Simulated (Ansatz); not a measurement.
System: Ni7Ge4.

```
Ni Ge
1.0
     3.92995    0.00000    0.00000
    -1.96497    3.40343    0.00000
     0.00000    0.00000    9.87735
Ni Ge
7 4
Direct
  0.00000 0.00000 0.37346
  0.00000 0.00000 0.87852
  0.00000 0.00000 0.12148
  0.00000 0.00000 0.62654
  0.66667 0.33333 0.50000
  0.33333 0.66667 0.24546
  0.33333 0.66667 0.75454
  0.66667 0.33333 0.24164
  0.66667 0.33333 0.75836
  0.33333 0.66667 0.00000
  0.33333 0.66667 0.50000
```

Space group P-6m2; a structure from a database of computed crystals, not necessarily the ambient phase; computed without spin polarisation.

Method: Ansatz 0.2.0, DFT PBEsol, scalar-relativistic, plane waves, PAW.

**What will maps of the valence pseudo-density and electron localisation function show?**

Ni–Ge (2.27 Å): ρ is about 0.53 e/Å³ halfway; the ELF is about 0.40 at the midpoint.

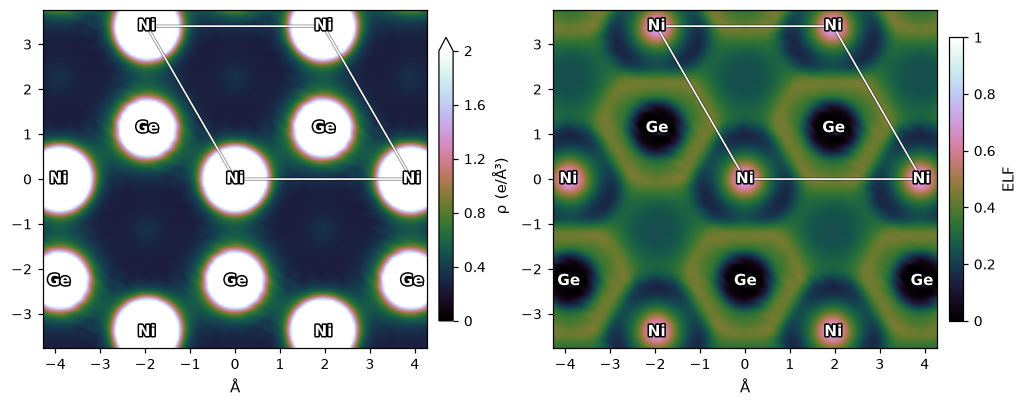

Computed valence pseudo-density and electron localisation function on the (001) plane of the conventional cell, in this order. 

Core electrons are frozen (PAW), and the valence fields are smoothed inside the atomic spheres.
